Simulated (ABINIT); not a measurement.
# Quasiparticle gap of GaP (F-43m) in ABINIT

Wanted: ground state, empty states, screening and self-energy for GaP (F-43m).

Program: ABINIT 10.8.3. Level of theory: PBE and many-body steps on it, plane waves. Results are calculated unless marked as measured.

**What was measured.**

- Gap 2.25 ± 0.04 eV: optical gap from Tauc plot (fundamental, indirect); spectroscopic ellipsometry, Tauc-Lorentz fit and Tauc plot; 300 K; film (GaP layer on Si reference sample) on Si (“Assessment of GaPSb/Si tandem material association properties for photoelectrochemical cells”, 2020, arxiv:2002.02774).

Report form: the programs' logs are mostly left out.

### Step 1. The structure

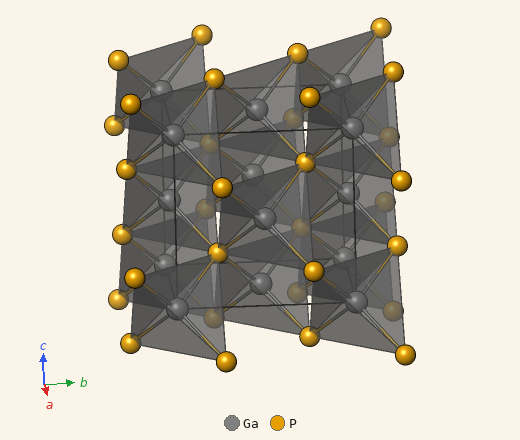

Start, viewed slightly off an axis; gallium grey, phosphorus orange. This picture shows the conventional cell, with its axes. Some periodic images of atoms are drawn too.

The cell and positions come from the Crystallography Open Database and are kept as given unless a step says otherwise.

### Step 2. Ground state

This step: ABINIT 10.8.3; DFT, PBE with spin-orbit coupling, plane waves, norm-conserving pseudopotentials.

The ground-state density comes first.

Contents of run.abi:

```
acell 3*1.0 Angstrom
rprim 
  0.000000000000 2.725250000000 2.725250000000
  2.725250000000 0.000000000000 2.725250000000
  2.725250000000 2.725250000000 0.000000000000
ntypat 2
znucl 31 15
natom 2
typat 1 2
xred 
  0.000000000000 0.000000000000 0.000000000000
  0.250000000000 0.250000000000 0.250000000000
pp_dirpath "pseudos"
pseudos "Ga.upf, P.upf"
ecut 45
nspinor 2
ngkpt 6 6 6
nshiftk 1
shiftk 0 0 0
kptopt 1
chksymbreak 0
nband 36
occopt 1
tolvrs 1e-10
nstep 60
prtwf 0
optforces 0
optstress 0
indata_prefix "in"
outdata_prefix "out"
tmpdata_prefix "tmp"
```

Command:

```sh
$ OMP_NUM_THREADS=1 mpirun -n 8 abinit run.abi > log
```

Wall time 34 s (8 MPI ranks of Arm Neoverse V2, shared host); peak memory 0.69 GiB; 4.5 min of CPU time.

Numbers from this step:

- total energy: -6945.1828 eV
- gap: 1.624 eV
- k of the valence top: 0, 0, 0
- k of the conduction bottom: 0.5, 0.5, 0
- least direct gap: 1.783 eV

The gap is indirect, with the least direct gap 0.16 eV higher.

### Step 3. Bands along the symmetry lines

Levels along a band path, at the cheap level, show where the edges lie and whether the meshes to come will hold them.

Contents of run.abi:

```
acell 3*1.0 Angstrom
rprim 
  0.000000000000 2.725250000000 2.725250000000
  2.725250000000 0.000000000000 2.725250000000
  2.725250000000 2.725250000000 0.000000000000
ntypat 2
znucl 31 15
natom 2
typat 1 2
xred 
  0.000000000000 0.000000000000 0.000000000000
  0.250000000000 0.250000000000 0.250000000000
pp_dirpath "pseudos"
pseudos "Ga.upf, P.upf"
ecut 45
nspinor 2
iscf -2
irdden 1
kptopt 0
nkpt 26
kpt 
  0.00000000 0.00000000 0.00000000
  -0.12500000 -0.12500000 0.00000000
  -0.25000000 -0.25000000 0.00000000
  -0.37500000 -0.37500000 0.00000000
  -0.50000000 -0.50000000 0.00000000
  -0.46875000 -0.46875000 0.06250000
  -0.43750000 -0.43750000 0.12500000
  -0.40625000 -0.40625000 0.18750000
  -0.37500000 -0.37500000 0.25000000
  -0.37500000 0.00000000 0.37500000
  -0.28125000 0.00000000 0.28125000
  -0.18750000 0.00000000 0.18750000
  -0.09375000 0.00000000 0.09375000
  0.00000000 0.00000000 0.00000000
  0.00000000 0.00000000 0.12500000
  0.00000000 0.00000000 0.25000000
  0.00000000 0.00000000 0.37500000
  -0.00000000 -0.00000000 0.50000000
  -0.12500000 -0.06250000 0.43750000
  -0.25000000 -0.12500000 0.37500000
  -0.37500000 -0.18750000 0.31250000
  -0.50000000 -0.25000000 0.25000000
  -0.50000000 -0.31250000 0.18750000
  -0.50000000 -0.37500000 0.12500000
  -0.50000000 -0.43750000 0.06250000
  -0.50000000 -0.50000000 0.00000000
istwfk *1
nband 42
nbdbuf 6
tolwfr 1e-08
nstep 40
prtwf 0
prtvol 0
indata_prefix "in"
outdata_prefix "out"
tmpdata_prefix "tmp"
```

Wall time 29 s (8 MPI ranks); peak memory 0.65 GiB; 3.9 min of CPU time.

This step gave:

```yaml
gap: 1.611 eV
k_of_the_valence_top: 0, 0, 0
k_of_the_conduction_bottom: -0.375, -0.375, 0
least_direct_gap: 1.783 eV
```

The gap is 1.611 eV, −0.013 eV from the run before at this level.

Electronic bands along the path, in eV, zero at the top of the highest filled band:

| point | band 23 | band 24 | band 25 | band 26 | band 27 | band 28 | band 29 | band 30 |
| --- | --- | --- | --- | --- | --- | --- | --- | --- |
| Γ | 0.00 | 0.00 | 0.00 | 0.00 | 1.78 | 1.78 | 3.74 | 3.74 |
| X | -2.73 | -2.73 | -2.70 | -2.70 | 1.62 | 1.62 | 1.79 | 1.79 |
| U | -3.98 | -3.96 | -2.29 | -2.28 | 2.15 | 2.16 | 4.77 | 4.77 |
| jump to K | -3.98 | -3.96 | -2.29 | -2.28 | 2.15 | 2.16 | 4.77 | 4.77 |
| Γ | 0.00 | 0.00 | 0.00 | 0.00 | 1.78 | 1.78 | 3.74 | 3.74 |
| L | -1.18 | -1.18 | -1.11 | -1.11 | 1.64 | 1.64 | 4.66 | 4.66 |
| W | -3.62 | -3.60 | -3.47 | -3.42 | 4.67 | 4.67 | 4.82 | 4.84 |
| X | -2.73 | -2.73 | -2.70 | -2.70 | 1.62 | 1.62 | 1.79 | 1.79 |

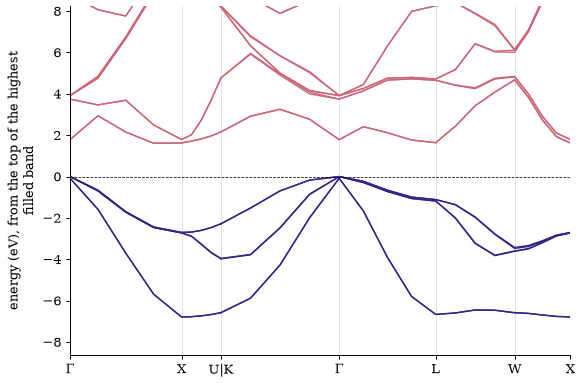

Electronic bands along the path; lines of filled and empty bands in two colours.

### Step 4. Empty states on the mesh, 4×4×4 mesh, 200 bands

The sums over transitions need many empty states on a uniform mesh; this step solves for them.

Contents of run.abi:

```
acell 3*1.0 Angstrom
rprim 
  0.000000000000 2.725250000000 2.725250000000
  2.725250000000 0.000000000000 2.725250000000
  2.725250000000 2.725250000000 0.000000000000
ntypat 2
znucl 31 15
natom 2
typat 1 2
xred 
  0.000000000000 0.000000000000 0.000000000000
  0.250000000000 0.250000000000 0.250000000000
pp_dirpath "pseudos"
pseudos "Ga.upf, P.upf"
ecut 45
nspinor 2
ngkpt 4 4 4
nshiftk 1
shiftk 0 0 0
kptopt 1
chksymbreak 0
iscf -2
irdden 1
istwfk *1
nband 200
nbdbuf 18
tolwfr 1e-09
nstep 60
prtvol 0
indata_prefix "in"
outdata_prefix "out"
tmpdata_prefix "tmp"
```

Wall time 66 s (8 MPI ranks); peak memory 0.88 GiB.

Numbers from this step:

* gap: 1.624 eV
* k of the valence top: 0, 0, 0
* k of the conduction bottom: 0.5, 0.5, 0
* least direct gap: 1.783 eV
* k points computed: 8
* lowest point of the top converged band, above the valence top: 78.5443 eV

On this mesh the gap is 1.624 eV.

### Step 5. Screening, 4×4×4 mesh, 182 bands, screening to 149.7 eV

The RPA dielectric matrix is built and inverted for each q.

This step: RPA screening on PBE with spin-orbit coupling, plane waves, norm-conserving pseudopotentials.

run.abi, as its differences from that of step 4:

```diff
@@ -21,10 +21,11 @@
 chksymbreak 0
-iscf -2
-irdden 1
 istwfk *1
-nband 200
-nbdbuf 18
-tolwfr 1e-09
-nstep 60
-prtvol 0
+occopt 1
+irdwfk 1
+optdriver 3
+nband 182
+ecuteps 5.5
+inclvkb 0
+awtr 1
+symchi 1
 indata_prefix "in"
```

The job ended after 90 s (8 MPI ranks; peak memory 3.4 GiB).

Numbers from this step:

- ε∞ with local fields, on this mesh, along the program's q direction: 21.26
- the same without local fields: 23.18
- plasma frequency: 29.76 eV
- plane waves in the screening matrix: 169

Local fields lower ε∞ by 8 %. On a Γ-centred mesh this coarse the value itself is usually too large, while a short band sum pulls it down.

### Step 6. Self-energy, 4×4×4 mesh, 182 bands, screening to 149.7 eV

The self-energy is evaluated for the states that the input lists, and the levels follow from it, in one-shot runs by the linearised quasiparticle equation.

This step: G0W0 on PBE with spin-orbit coupling, plane waves, norm-conserving pseudopotentials.

run.abi, as its differences from that of step 5:

```diff
@@ -24,8 +24,17 @@
 irdwfk 1
-optdriver 3
+optdriver 4
 nband 182
+gwcalctyp 0
+ecutsigx 45
+symsigma 0
+nkptgw 2
+kptgw 
+  0.0000000000 0.0000000000 0.0000000000
+  0.5000000000 0.5000000000 0.0000000000
+bdgw 
+  23 30
+  23 30
 ecuteps 5.5
-inclvkb 0
-awtr 1
-symchi 1
+irdscr 1
+ppmodel 1
 indata_prefix "in"
```

Wall time 82 s (8 MPI ranks); peak memory 2.3 GiB; 11 min of CPU time.

Numbers from this step:

```yaml
g0w0_gap_on_the_points_computed: 2.16 eV
starting_gap_on_the_mesh: 1.624 eV
k_of_the_valence_top: 0, 0, 0
k_of_the_conduction_bottom: 0.5, 0.5, 0
z_at_the_valence_top: 0.788
z_at_the_conduction_bottom: 0.813
least_direct_g0w0_gap_on_the_computed_points: 2.636 eV
```

The gap on the mesh goes from 1.62 eV to 2.16 eV, a correction of +0.54 eV.

Limits: finite bands, cutoff and mesh; screening head approximate; coarse k mesh. v1 is the top filled band, c1 the lowest empty one. Levels before and after the correction, in eV, zero at the valence-band top of each column:

|  | conduction bottom | valence top |
| --- | --- | --- |
| Kohn-Sham | 1.62 | 0.00 |
| G0W0 | 2.16 | 0.00 |

|  | level | energy (eV) |
| --- | --- | --- |
| Kohn-Sham | Γ v3-v1 | 0.000 |
| Kohn-Sham | Γ c1-c2 | 1.783 |
| Kohn-Sham | Γ c3 | 3.745 |
| Kohn-Sham | (0.5 0.5 0) v3 | -2.725 |
| Kohn-Sham | (0.5 0.5 0) v2-v1 | -2.702 |
| Kohn-Sham | (0.5 0.5 0) c1-c2 | 1.624 |
| Kohn-Sham | (0.5 0.5 0) c3 | 1.793 |
| G0W0 | Γ v3-v1 | 0.000 |
| G0W0 | Γ c1-c2 | 2.636 |
| G0W0 | Γ c3 | 4.630 |
| G0W0 | (0.5 0.5 0) v3 | -2.842 |
| G0W0 | (0.5 0.5 0) v2-v1 | -2.824 |
| G0W0 | (0.5 0.5 0) c1-c2 | 2.160 |
| G0W0 | (0.5 0.5 0) c3 | 2.475 |

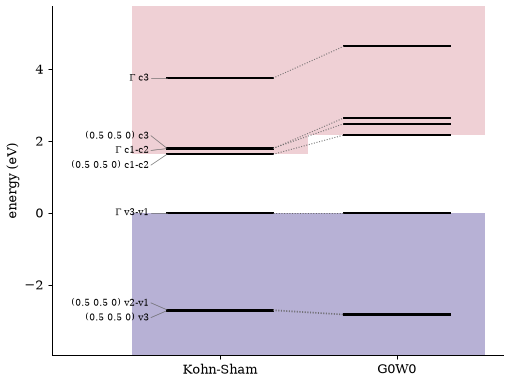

Levels before and after the correction. Shaded: valence and conduction bands.

### Step 7. Where the time went

Times are wall times on 8 MPI ranks of Arm Neoverse V2, shared host, good to a factor of about two.

| step | time | share | memory (GiB) |
| --- | --- | --- | --- |
| ground state | 34 s | 11 % | 0.69 |
| bands along the symmetry lines | 29 s | 10 % | 0.65 |
| empty states on the mesh | 66 s | 22 % | 0.88 |
| screening | 90 s | 30 % | 3.4 |
| self-energy | 82 s | 27 % | 2.3 |

### Step 8. Outcome

```
PBE gap              : 1.61 eV, indirect
G0W0 gap on the mesh : 2.16 eV
GW settings          : 4×4×4 mesh, 182 bands, screening to 149.7 eV, Godby-Needs plasmon pole
known limits         : not at the basis limit; screening head approximate; coarse k mesh
```

What this shows: G0W0 moves the gap on the mesh from 1.62 eV to 2.16 eV (+0.54 eV), with Z of 0.79 and 0.81 at the edges. Local fields lower the RPA ε∞ on this mesh from 23.18 to 21.26; a Γ-centred mesh this coarse tends to raise both, most where the direct gap is narrow, while a short band sum lowers them. Only 2 of the mesh's irreducible points were corrected, so a valley elsewhere could overtake. Against experiment, by G0W0@PBE: the gap of 2.15 eV lies −0.10 eV from the measured 2.25 ± 0.04 eV (indirect, 300 K, on Si, 2020). The calculation has static nuclei and no excitons; a measured gap holds zero-point and thermal motion, which mostly lowers it. Bands and cutoff are finite, so the gap is not at the basis limit. The miss can reach some tenths of an eV and take either sign; the mesh is an error of its own. In the G0W0 run levels were corrected at 2 k points alone, so a gap called «on the mesh» is the least over those, and an edge elsewhere would be missed. The 4×4×4 mesh is coarse for this cell, which bears on the long-range parts of exchange and screening. The long-wavelength limit of the screening leaves out the non-local commutator, which shifts ε∞.

[Paths, hosts, dates, memory and timing lines, banners, echoed tables and standing remarks are left out of the program output.]

[Logs are printed without paths, hosts, clocks, repeated set-up lines and the standing remarks that a program may print on its own settings, such as how far it seeks lower states.]

[Runs of the session that timed out or met a known fault of the program may be left out.]

[Hosts, paths, dates, database ids (printed as entryN), source tags and the programs' standing remarks are cut or masked in the printed files.]

[G0W0 gaps are taken among the corrected bands and points alone; a level outside them can change the order at an edge.]

[Where Ansatz stands beside ABINIT at settings called matched, ABINIT's density can come from a denser mesh and the files from another edition; pairs whose starting gaps differed by over 0.03 eV were left out, so agreement reads better than it is.]
